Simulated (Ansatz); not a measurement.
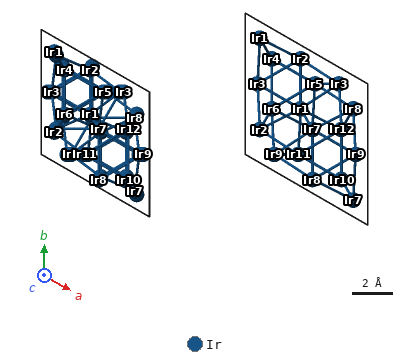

Two geometries of crystalline Ir (built on the alpha-boron_166 type) (coarse preliminary run), drawn at one scale. One is the start of a relaxation, the other its converged end. Style: ball-and-stick. Shown: the conventional cell (3 times the calculation's cell), along the c axis. Lengths and directions refer to the drawn axes.

Computed with DFT PBE, scalar-relativistic, plane waves, PAW in Ansatz 0.2.0. (plane-wave cutoff 420 eV; k-point mesh 3 × 3 × 3; occupations gaussian; smearing width 0.1 eV; no spin polarisation; cell and atoms relaxed; force threshold 0.04 eV/Å; at most 70 steps)

Question: Which geometry has the lower energy?

Answer: The right one is the relaxed one. Case: alpha-boron type (R-3m, No. 166). The largest moves relative to the cell, 0.22 Å, are those of Ir7, Ir8, Ir9, Ir10, Ir11 and Ir12. Ir12 goes roughly along [−1 −2 0]. The volume changes by +32.4 %, with a = b 6.279 → 7.103 Å (+13.1 %), c 16.061 → 16.610 Å (+3.4 %). Near-neighbour distances that change, for instance: Ir7–Ir11 2.279 → 2.783 Å, Ir1–Ir11 2.307 → 2.636 Å, Ir1–Ir2 2.239 → 2.495 Å, Ir1–Ir4 2.134 → 2.372 Å. Bond angles that change, for instance: Ir11–Ir1–Ir12 107.0° → 120.2°, Ir2–Ir8–Ir4 107.9° → 95.0°, Ir4–Ir1–Ir7 129.2° → 120.4°. The space group stays R-3m (No. 166). After 8 accepted moves (10 points after the start) the energy has fallen by 2094 meV per atom. The largest force component goes from 13 to 0.011 eV/Å. The pressure goes from 142.81 to −0.05 GPa. At 2 points the geometry stayed and the basis and grid were re-selected for the new cell (energy shift of 12.5 meV per atom at most each time). The run took roughly 2.7 core-minutes on a shared host.
